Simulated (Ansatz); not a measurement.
Input of the run:

```
crystal:
  lattice:
    - [3.0917664104, 0.0, 0.0]
    - [-1.5458832052, 2.6775482539, 0.0]
    - [0.0, 0.0, 28.3148762731]
  atoms:
    - { symbol: C, position: [0.3333333333, 0.6666666667, 0.264878431] }
    - { symbol: Si, position: [0.6666666667, 0.3333333333, 0.2871219802] }
    - { symbol: C, position: [0.6666666667, 0.3333333333, 0.3544783487] }
    - { symbol: Si, position: [0.3333333333, 0.6666666667, 0.376721898] }
    - { symbol: C, position: [0.3333333333, 0.6666666667, 0.4440782665] }
    - { symbol: Si, position: [0.6666666667, 0.3333333333, 0.4663218158] }
    - { symbol: C, position: [0.6666666667, 0.3333333333, 0.5336781842] }
    - { symbol: Si, position: [0.3333333333, 0.6666666667, 0.5559217335] }
    - { symbol: C, position: [0.3333333333, 0.6666666667, 0.623278102] }
    - { symbol: Si, position: [0.6666666667, 0.3333333333, 0.6455216513] }
    - { symbol: C, position: [0.6666666667, 0.3333333333, 0.7128780198] }
    - { symbol: Si, position: [0.3333333333, 0.6666666667, 0.735121569] }
basis:
  ecutwfc: 420
kpoints:
  mp_grid: { grid: [9, 9, 1] }
hamiltonian:
  xc: pbe
scf:
  occupations: { method: gaussian, width: 0.05 }
  n_extra_bands: 30
output:
  forces: true
  stress: true
  eigenvalues: true
efield:
  axis: 3
  dipole_correction: true
  ramp_width: 0.04
```

Command:
```bash
ansatz run input.yaml --threads 1 --pin off --max-ram 2560MiB --backend cpu --events-out ev --progress --plain --runs-dir out
```

What does the potential across the slab give for the work function?

The work function is 4.57 eV at the right face and 6.52 eV at the left. The vacuum level is 1.94 eV higher at the left than at the right, so the slab carries a dipole along its normal; the ramp in the vacuum, at or near the edge of the plot, is the dipole correction that keeps each side flat. The outermost atoms are 13.3 Å apart, which leaves 15.0 Å of vacuum in a cell 28.3 Å high.

The atoms aren't at rest in this cell (largest force 2.7 eV/Å), so the relaxed material can differ.

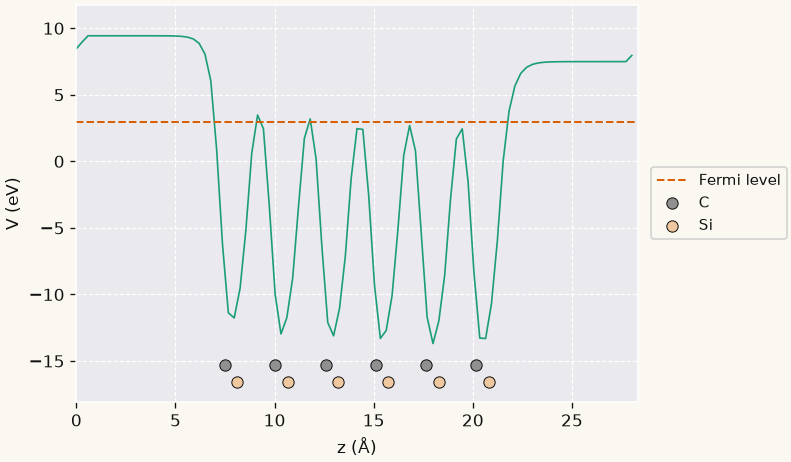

Plane-averaged electrostatic potential energy of an electron across the slab; circles at the bottom mark the heights of the atoms.
